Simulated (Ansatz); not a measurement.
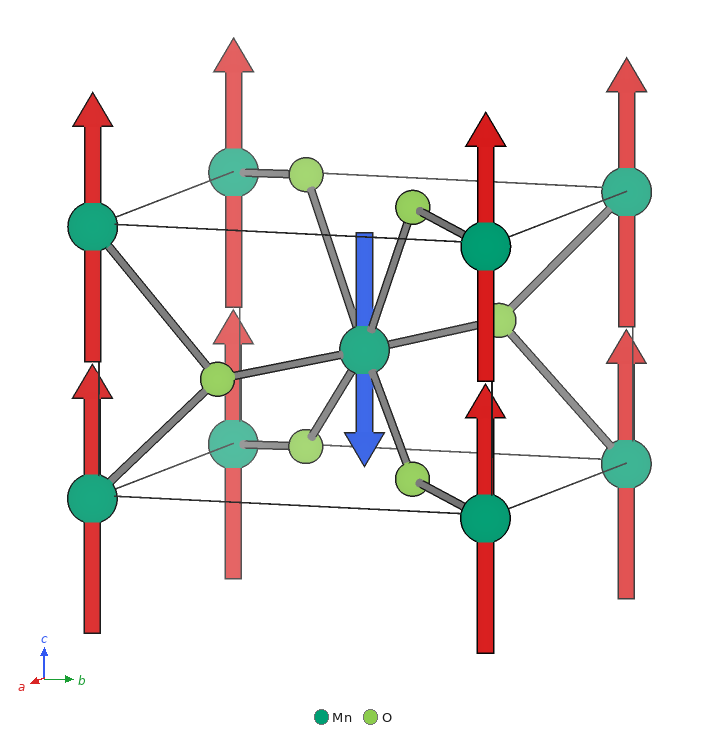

Shown here is a ball-and-stick view of the crystal, taken slightly off an axis. The wireframe shows the simulation cell. Arrows are the site magnetic moments above 0.25 μB (those induced on non-metal atoms are left out); longer means larger, and red and blue are up and down (without spin-orbit coupling the axis itself is arbitrary).

This is the lowest state found for MnO$_{2}$. Run with Ansatz 0.2.0, DFT, PAW plane waves, HSE06 and these settings: 420 eV cutoff, k-grid 4×4×6, Fermi-Dirac smearing of 0.1 eV, collinear spins.

### What is the magnetic arrangement?

Ferrimagnetic (within this cell). Site moments: 1 Mn +3.2 μB and 1 Mn −2.2 μB. The net spin moment of the whole cell is 2.0 μB, including what lies between the atoms and on sites without an arrow.

The picture shows a known structure type with the cell strained and the atoms shaken on purpose; the geometry isn't optimised. It was run through Ansatz as a DFT input.

At this level of theory the cell isn't at rest (compressed, at 4 GPa and forces up to 3.6 eV/Å), so its distances can differ from those at equilibrium, the more so the softer the solid, and its magnetic state may change on relaxation.
